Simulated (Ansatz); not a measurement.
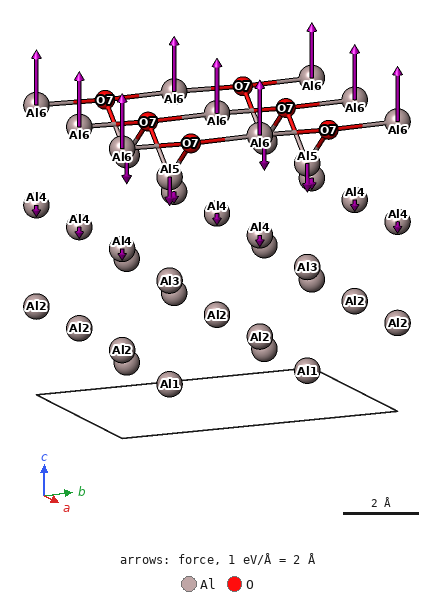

Starting geometry of a slab of composition Al6O (cut from the Fm-3m phase) with the computed forces as purple arrows. Style: ball-and-stick. Shown: the 2 × 2 repeat of the cell, outlined in the plane, without the vacuum, slightly off an axis.

Case: O put at a bridge Al-Al site. The slab is the (1 1 0) face of Al with O on it. 3 atoms are held fixed.

All numbers below come from Ansatz 0.2.0, DFT PBEsol, scalar-relativistic, plane waves, PAW.

Input
```yaml
crystal:
  lattice:
    - [2.8394270062, 0.0, 0.0]
    - [0.0, 4.0155561815, 0.0]
    - [0.0, 0.0, 26.0985675155]
  atoms:
    - { symbol: Al, position: [0.5, 0.5, 0.3256883733] }
    - { symbol: Al, position: [0.0, 0.0, 0.3800865123] }
    - { symbol: Al, position: [0.5, 0.5, 0.4344846513] }
    - { symbol: Al, position: [0.0, 0.0, 0.4863154555] }
    - { symbol: Al, position: [0.5, 0.5, 0.5431153486] }
    - { symbol: Al, position: [0.0, 0.0, 0.5914115929] }
    - { symbol: O, position: [0.0, 0.5, 0.5898789418] }
basis:
  ecutwfc: 420
kpoints:
  mp_grid: { grid: [10, 7, 1] }
hamiltonian:
  xc: pbesol
scf:
  occupations: { method: gaussian, width: 0.1 }
output:
  forces: true
  eigenvalues: true
  write_density: true
  write_potential: true
  elf: true
  volumetric_format: npy
relax:
  adjacent_minimum: "off"
  f_tol: 0.03
  max_steps: 70
  constraints: [{ sites: [0, 1, 2] }]
efield:
  axis: 3
  dipole_correction: true
  ramp_width: 0.04
```

Launched with:
```bash
ansatz run input.yaml --threads 1 --pin off --max-ram 2560MiB --backend cpu --events-out ev --progress --plain --runs-dir out
```

Question: Is this structure relaxed? If not, where do the atoms go?

Answer: It isn't relaxed: the largest force vector, on Al6, is 0.77 eV/Å. The final displacements follow the starting forces only in part (cosine between the two patterns 0.78). Al6 moves most: 0.51 Å along the normal (+c). By element the largest moves are Al 0.51 Å, O 0.06 Å. The lattice vectors keep their values. Near-neighbour distances that change, for instance: Al6–O7 2.008 → 2.069 Å. Among the angles between lasting bonds that change: O7–Al6–O7 177.7° → 152.1°, Al6–O7–Al6 177.7° → 152.1°, Al5–O7–Al6 90.7° → 99.1°. Over 5 accepted moves (6 points after the start) the energy falls by 0.159 eV per cell of the calculation. Largest force component: 0.77 eV/Å at the start, 0.0079 eV/Å at the end. 1 step only repeated the SCF at the same geometry.

Limits of the set-up: the periodic images lie only 2.8 Å apart, so the values are limited by the cell's size.
